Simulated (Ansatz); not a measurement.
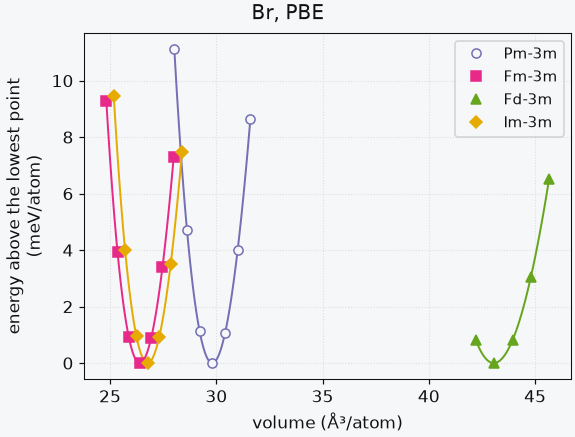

The plot gives the computed energy above the lowest point against volume, with one curve for each structure, for Br. Each energy curve has its own zero, so the curves don't rank the structures.

How it was computed, with Ansatz 0.2.0 development build: equation of state of a cubic crystal from periodic Kohn-Sham density functional theory without spin, third-order Birch-Murnaghan fit to the free energies; pressure corrected for the finite basis. Level: PBE.

```csv
setting,value
occupation method,Fermi–Dirac
occupation width,0.06123 eV
wave cutoff,420 eV
datasets,soft-1 PAW
density tolerance,1e-07 eV
density cutoff ratio,4
search for lower states,default
```

Settings that differ: Pm-3m: k mesh 35×35×35, atoms in cell 1, lattice centring simple cubic, space group number 221, structure type simple cubic; Fm-3m: k mesh 20×20×20, atoms in cell 1, lattice centring face-centred primitive, space group number 225, structure type fcc; Fd-3m: k mesh 14×14×14, atoms in cell 2, lattice centring face-centred primitive, space group number 227, structure type diamond; Im-3m: k mesh 41×41×41, atoms in cell 1, lattice centring body-centred primitive, space group number 229, structure type bcc.

> Order the curves by fitted equilibrium volume, smallest first.

Fm-3m 26.40, Im-3m 26.77, Pm-3m 29.81, Fd-3m 43.06 Å³/atom.

Caveats: cubic model structure, not the ambient form; no spin polarisation, a magnetic state may lie lower (Fd-3m).
